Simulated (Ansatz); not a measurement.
# Calculations on MoP

Part 1: Relaxation

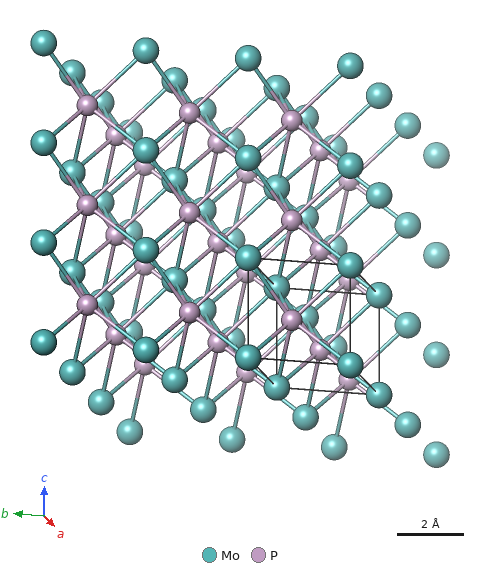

Starting structure of a crystal of MoP (set up in P-6m2). The picture is a ball-and-stick view of the cell of the calculation, repeated 3 × 3 × 3 with one cell outlined, seen from a free direction.

These are results of DFT PBE, scalar-relativistic, plane waves, PAW (Ansatz 0.2.0), not measurements.

Input file:
```yaml
crystal:
  lattice:
    - [3.2230000535, 0.0, 0.0]
    - [-1.6115000268, 2.7911999227, 0.0]
    - [0.0, 0.0, 3.191]
  atoms:
    - { symbol: Mo, position: [0.0, 0.0, 0.0] }
    - { symbol: P, position: [0.3333333333, 0.6666666667, 0.5] }
basis:
  ecutwfc: 420
kpoints:
  mp_grid: { grid: [18, 18, 14] }
hamiltonian:
  xc: pbe
scf:
  occupations: { method: gaussian, width: 0.1 }
output:
  forces: true
  stress: true
  eigenvalues: true
  write_density: true
  write_potential: true
  elf: true
  volumetric_format: npy
relax:
  adjacent_minimum: "off"
  f_tol: 0.005
  max_steps: 80
  cell: { stress_tol: 0.05 }
```

Launched with:
```bash
ansatz run input.yaml --threads 1 --pin off --max-ram 2560MiB --backend cpu --events-out ev --progress --plain --runs-dir out
```

Q: Where does the relaxation end?

A: The atoms keep their places relative to the cell (all moves are under 0.005 Å). Cell: a = b 3.223 → 3.241 Å (+0.6 %), c 3.191 → 3.195 Å (+0.1 %). Volume +1.3 %. Among the contacts that change: Mo1–P2 2.451 → 2.460 Å. The space group stays P-6m2 (No. 187). Over 2 accepted moves (3 points after the start) the energy falls by 1.5 meV per atom. All forces vanish by symmetry, so only the cell relaxes. Pressure: 2.69 GPa at the start and −0.01 GPa at the end. The SCF was repeated once at an unchanged geometry on a basis and grid sized afresh for the cell, which shifted the energy by less than 0.05 meV per atom at most. The run took 49 s on 1 thread of Intel(R) Xeon(R) Platinum 8488C (Sapphire Rapids), on a shared host, peak memory 0.49 GiB.

Part 2: Relaxation

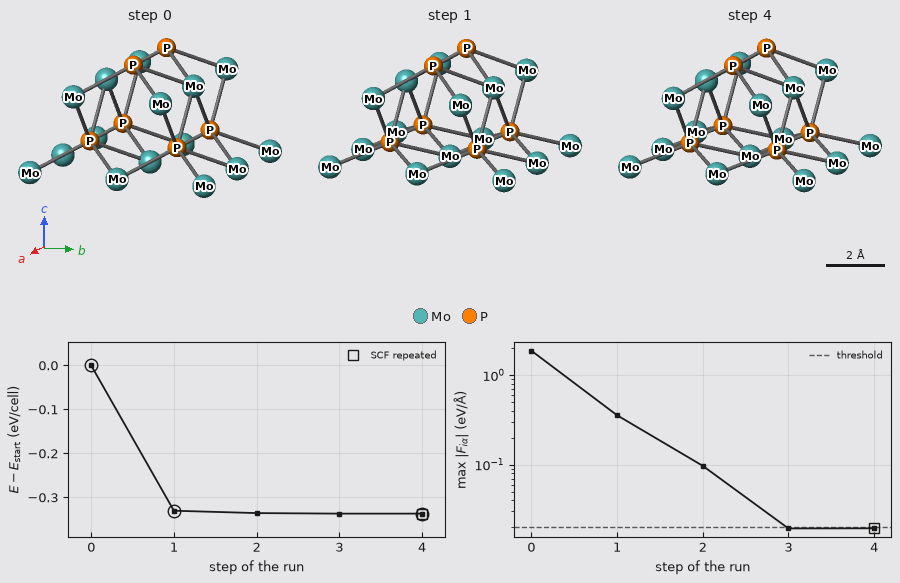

Frames of a relaxation of a slab of composition MoP (cut from the P-6m2 phase), marked on the history of the run. Style: ball-and-stick. Shown: the atoms within 5.0 Å of the atom that moves most (axes of the 3 × 2 repeat of the cell, outlined in the plane, without the vacuum), slightly off an axis.

Case: (1 0 0) slab, atoms relaxed. The slab is the (1 0 0) face of MoP.

The calculation used DFT PBE, scalar-relativistic, plane waves, PAW in Ansatz.

Input
```yaml
crystal:
  lattice:
    - [3.19522666, 0.0, 0.0]
    - [0.0, 3.2410431082, 0.0]
    - [0.0, 0.0, 24.3560855548]
  atoms:
    - { symbol: Mo, position: [0.0, 0.5, 0.3079312553] }
    - { symbol: P, position: [0.5, 0.0, 0.3463450043] }
    - { symbol: Mo, position: [0.0, 0.0, 0.4231725021] }
    - { symbol: P, position: [0.5, 0.5, 0.4615862511] }
    - { symbol: Mo, position: [0.0, 0.5, 0.5384137489] }
    - { symbol: P, position: [0.5, 0.0, 0.5768274979] }
    - { symbol: Mo, position: [0.0, 0.0, 0.6536549957] }
    - { symbol: P, position: [0.5, 0.5, 0.6920687447] }
basis:
  ecutwfc: 420
kpoints:
  mp_grid: { grid: [11, 11, 1] }
hamiltonian:
  xc: pbe
scf:
  occupations: { method: gaussian, width: 0.1 }
output:
  forces: true
  eigenvalues: true
  write_density: true
  write_potential: true
  elf: true
  volumetric_format: npy
relax:
  adjacent_minimum: "off"
  f_tol: 0.02
  max_steps: 60
efield:
  axis: 3
  dipole_correction: true
  ramp_width: 0.04
```

Command:
```bash
ansatz run input.yaml --threads 1 --pin off --max-ram 2560MiB --backend cpu --events-out ev --progress --plain --runs-dir out
```

**Describe the path.**

Over 3 accepted moves (4 points after the start) the energy falls by 0.337 eV per cell of the calculation. Largest force component: 1.9 eV/Å at the start, 0.019 eV/Å at the end. 1 step only repeated the SCF at the same geometry. The largest move relative to the layer's centre is that of Mo1, 0.20 Å along the normal (+c). By element the largest moves are Mo 0.20 Å, P 0.08 Å. The cell stays as it was. Some distances before and after: Mo1–Mo3 3.241 → 3.023 Å, Mo1–P2 2.460 → 2.367 Å, P2–Mo3 2.460 → 2.482 Å, Mo3–P4 2.460 → 2.475 Å. Bond angles that change, for instance: Mo1–P2–Mo1 135.3° → 148.0°, P2–Mo1–P2 135.3° → 148.0°, Mo1–P2–Mo3 82.4° → 77.1°. From step 0 to 1: Mo1 moves most (0.20 Å), energy −0.330 eV per cell of the calculation. From step 1 to 4: P2 moves most (0.03 Å), energy −6.6 meV per cell of the calculation.

```
step  E − E(0), meV/atom  largest force component, eV/Å                         note
   0                0.00                         1.8823                             
   1              -41.26                         0.3572                             
   2              -41.94                         0.0971                             
   3              -42.09                         0.0194                             
   4              -42.09                         0.0194  same geometry, SCF repeated
```

Part 3: A change

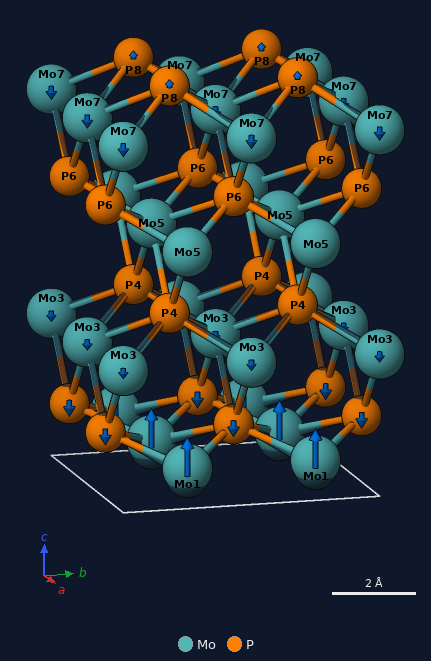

A (1 0 0) slab of MoP as cut from the relaxed bulk, drawn pale, and a changed version of it, drawn solid. The blue arrows show how the atoms are displaced, magnified 5 times. Style: ball-and-stick. Shown: the 2 × 2 repeat of the cell, outlined in the plane, without the vacuum, slightly off an axis.

All numbers below come from Ansatz, DFT PBE, scalar-relativistic, plane waves, PAW. Settings: plane-wave cutoff 420 eV; occupations gaussian; smearing width 0.1 eV; no spin polarisation. The k-mesh is chosen for each cell (11×11×12, 11×11×1).

> What was done to the structure, and with what result?

The atoms of the slab are relaxed at the bulk's in-plane cell. The surface energy (mean of the two faces) falls from 2.37 to 2.11 J/m². The top spacing, between the P and Mo planes, goes from 0.94 to 1.05 Å (+12.1 %), the bottom one (Mo to P) from 0.94 to 0.65 Å (−30.3 %). The cell doesn't change. A Mo atom moves most relative to the layer's centre: 0.20 Å along the normal (+c). By element the largest moves are Mo 0.20 Å, P 0.08 Å. Some distances before and after: Mo–P 2.460 → 2.367 to 2.506 Å.
